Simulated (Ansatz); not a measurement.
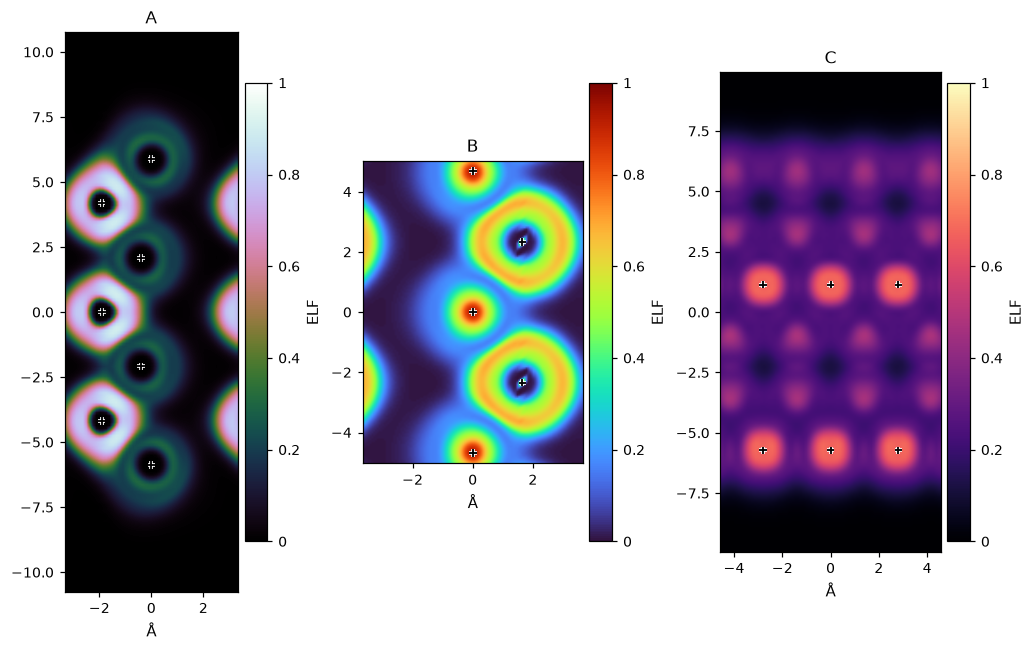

The electron localisation function of 3 systems, each on a plane through atoms (crosses mark nuclei in the plane).

These are results of DFT PBE, scalar-relativistic, plane waves, PAW in Ansatz, not measurements.

System 1: Pt (slab), the (100) plane of the calculation cell, a cut from vacuum to vacuum. 

```yaml
crystal:
  lattice:
    - [2.80729, 0.00000, 0.00000]
    - [-1.40365, 2.43119, 0.00000]
    - [0.00000, 0.00000, 26.46073]
  atoms:
    - { symbol: Pt, position: [0.66667, 0.33333, 0.28354] }
    - { symbol: Pt, position: [0.33333, 0.66667, 0.37092] }
    - { symbol: Pt, position: [0.00000, 0.00000, 0.45696] }
    - { symbol: Pt, position: [0.66667, 0.33333, 0.54304] }
    - { symbol: Pt, position: [0.33333, 0.66667, 0.62908] }
    - { symbol: Pt, position: [0.00000, 0.00000, 0.71646] }
```

System 2: InP (slab), the (100) plane of the calculation cell, a cut from vacuum to vacuum. 

```cif
data_structure
_symmetry_space_group_name_H-M 'P 1'
_symmetry_Int_Tables_number 1
_cell_length_a 4.2144
_cell_length_b 5.9601
_cell_length_c 27.6432
_cell_angle_alpha 90.000
_cell_angle_beta 90.000
_cell_angle_gamma 90.000
_cell_volume 694.35
loop_
_atom_site_label
_atom_site_type_symbol
_atom_site_fract_x
_atom_site_fract_y
_atom_site_fract_z
_atom_site_occupancy
In1 In 0.50000 0.55513 0.28725 1
P1 P 0.00000 0.76502 0.26306 1
In2 In 0.00000 0.98380 0.34410 1
P2 P 0.50000 0.23401 0.34819 1
In3 In 0.50000 0.48754 0.42461 1
P3 P 0.00000 0.73960 0.42286 1
In4 In 0.00000 0.98458 0.50000 1
P4 P 0.50000 0.23497 0.50000 1
In5 In 0.50000 0.48755 0.57539 1
P5 P 0.00000 0.73962 0.57714 1
In6 In 0.00000 0.98383 0.65589 1
P6 P 0.50000 0.23406 0.65181 1
In7 In 0.50000 0.55520 0.71276 1
P7 P 0.00000 0.76510 0.73694 1
```

System 3: CdTe, the (110) plane of the conventional cell. Space group F-43m.

```
Cd Te
1.0
     6.61853    0.00000    0.00000
     0.00000    0.00000   -6.61853
     0.00000    6.61853    0.00000
Cd Te
4 4
Direct
  0.50000 0.50000 0.00000
  0.00000 0.50000 0.50000
  0.00000 0.00000 0.00000
  0.50000 0.00000 0.50000
  0.25000 0.75000 0.25000
  0.75000 0.75000 0.75000
  0.75000 0.25000 0.25000
  0.25000 0.25000 0.75000
```

### Match each panel to its system.

Panel A is system 2, InP: the plane holds In and P. In–P (2.55 Å): the ELF peaks at about 0.90 in the valence shell of P, 0.9 Å from its nucleus, and is about 0.55 at the midpoint. Panel B is system 3, CdTe: the plane holds Cd and Te. Cd–Te (2.87 Å): the ELF is about 0.50 at the midpoint and 0.15 at its lowest between the atoms. Panel C is system 1, Pt: the plane holds Pt. Pt–Pt (2.81 Å): the ELF is about 0.30 at the midpoint (no shared electron pair shows on this line).
